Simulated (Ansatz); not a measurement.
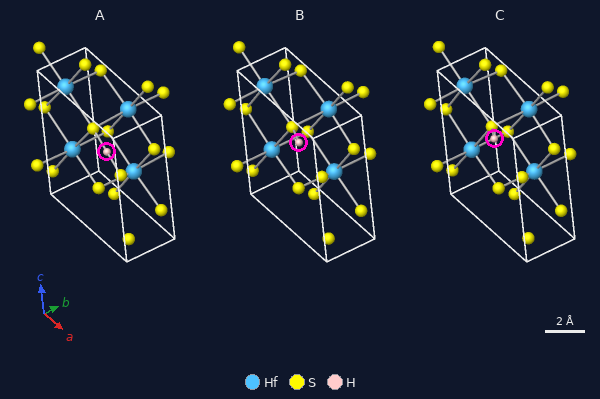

3 geometries from a converged minimum-energy path of a defect cell of composition Hf4HS8 (13 atoms in the cell), shuffled. A ball-and-stick model of the reduced simulation cell (origin moved), seen slightly off an axis. The moving atom is ringed, with any periodic copies. Lengths and directions refer to the drawn axes. Bonds to atoms that aren't drawn are left out.

All numbers below come from DFT PBE+D3(BJ), scalar-relativistic, plane waves, PAW in Ansatz 0.2.0. Set-up: plane-wave cutoff 420 eV; k-point mesh 3 × 3 × 3; Gaussian smearing 0.02 eV; spin collinear; 5 movable images; climbing image.

Which of them lies highest in energy?

Answer. A. In order along the path, whose images run from 0 to 6: C (image 0, 0.000 eV), B (image 1, 0.002 eV), A (image 3, +0.100 eV). The H atom travels furthest, 2.01 Å from end to end, along [3 2 −2], on a path that bends up to 0.11 Å away from the straight line. At the highest image its nearest neighbour (S) is 1.66 Å away, against 1.37 Å at the start, and the surrounding atoms stand up to 0.13 Å off the mean of their end positions. Breaking: H–S (1.37 → 2.56 Å). Forming: H–S (2.56 → 1.37 Å).

Limits of the set-up: the periodic images lie only 6.8 Å apart, so the values are limited by the cell's size.
